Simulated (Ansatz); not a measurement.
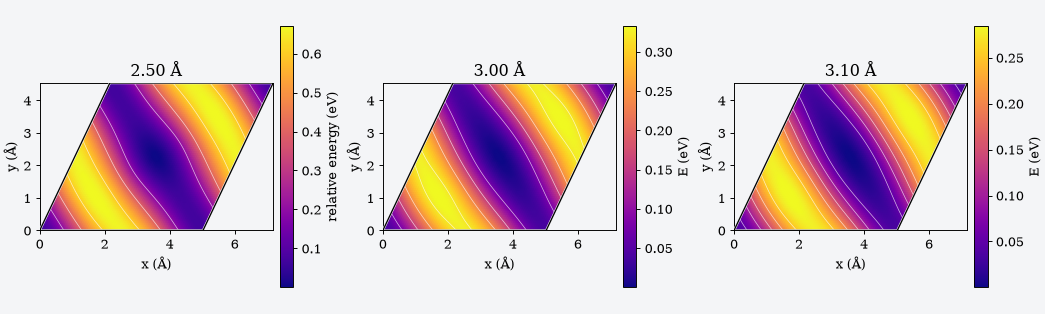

Three maps of one series, each from its own lowest grid point and on its own colour scale; the height changes from map to map. H on a TiAl₃(110) slab cut from the I4/mmm phase, its upper half relaxed before the scan (8 atoms of substrate and one adsorbate in a 1 × 1 cell). 
- H is moved over the surface cell at a fixed height above a rigid substrate; the origin of the map has the adsorbate above Al8.
- Places are given modulo a cell vector. The map is drawn in real space over the plane of the surface.
- The grid has 6 × 6 points.
- All energies are given in eV relative to the lowest grid point.
- The runs have no spin polarisation, so an open-shell adsorbate far from the surface lies too high. With one adsorbate in each 1 × 1 cell, its nearest image is 5.0 Å away, so neighbouring adsorbates interact. At a fixed height the lowest place need not be the adsorption site.
- Computed with DFT PBE+D3(BJ), scalar-relativistic, plane waves, PAW in Ansatz 0.2.0. Settings: cutoff 420 eV, k-mesh 6×6×1, gaussian smearing 0.1 eV, no spin polarisation.

In the figure: a smooth colour map with a few white contour lines, the outline of one cell of the plane. Between grid points the surface is interpolated.

The span runs from the lowest to the highest grid point; passes are read from the interpolated surfaces.

| height | lowest grid point | span (eV) | easiest pass (eV) |
| --- | --- | --- | --- |
| 2.50 Å | the top site over a surface Ti atom | 0.67 | 0.069 |
| 3.00 Å | the top site over a surface Ti atom | 0.33 | 0.038 |
| 3.10 Å | the top site over a surface Ti atom | 0.28 | 0.033 |

Q: One more map of the series was computed, for the height 2.20 Å. What do you expect for it?

A: A straight line of ln(span) against the height through the 3 maps has the slope −1.4 per Å (a decay length of 0.70 Å) and gives 1.03 eV at 2.20 Å. The computed span is 0.917 eV, below the fit by 11 %. The lowest grid point is the top site over a surface Ti atom, as for 2.50 Å, 3.00 Å and 3.10 Å. The easiest pass out of the lowest well is about 0.081 eV.

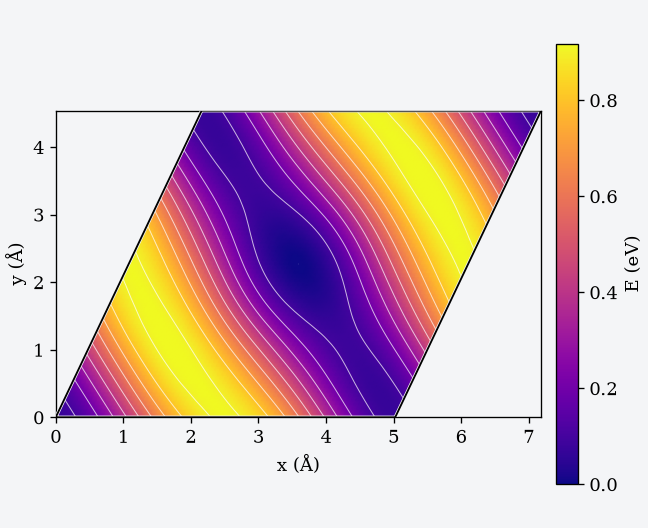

The map for 2.20 Å.

PAW datasets: the set soft_1.
